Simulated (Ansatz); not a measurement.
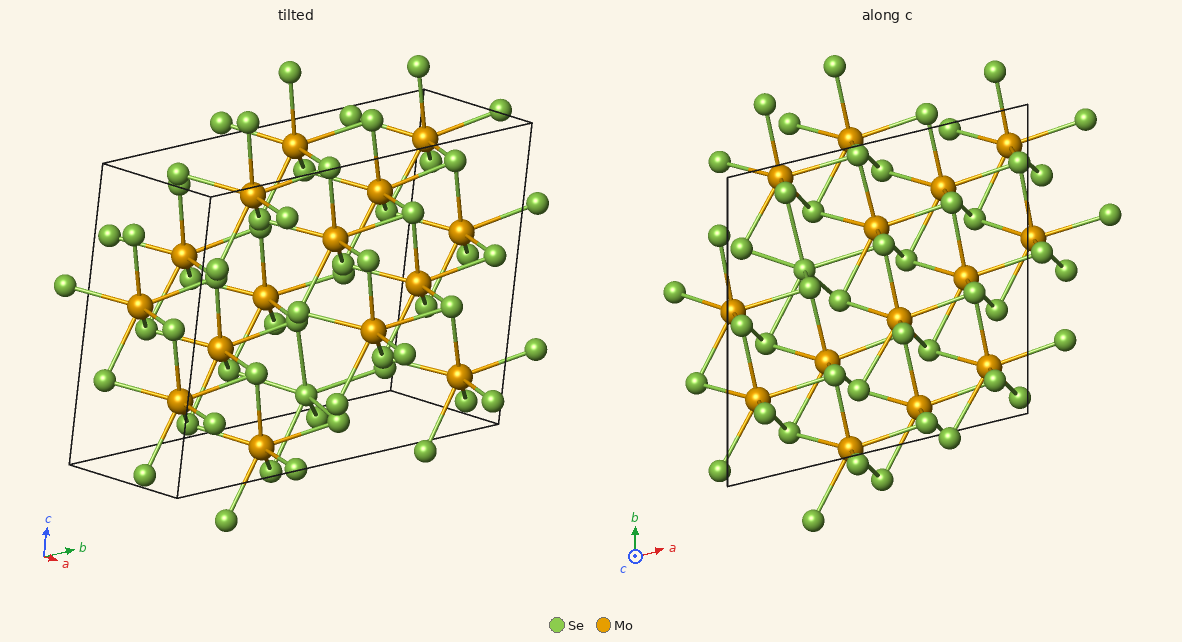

Ball-and-stick representation of a periodic structure, projected slightly off an axis and along the c axis. The parallelepiped is the simulation cell. Some atoms of the next cells are drawn as well.

Notes on the structure:

- The structure is one of Mo₄Se₉.
- Its lattice is rhombohedral (trigonal R), its space group R3 (No. 146).
- The cell has 39 atoms, namely 12 Mo, 27 Se.
- Around each Mo lie six Se in a trigonal prismatic arrangement. Not all metal-metal contacts are counted.
- The numbers of neighbours within bonding distance are Se 3 to 6 (mean 3.1). Not all metal-metal contacts are counted.
- The bonds build Mo4Se9 layers parallel to (111).

Provenance: a structure listed in the Materials Project, repeated into a supercell with a point defect put in. The atoms were relaxed in a fixed cell with Ansatz 0.2.0, DFT PBE, scalar-relativistic, plane waves, PAW.
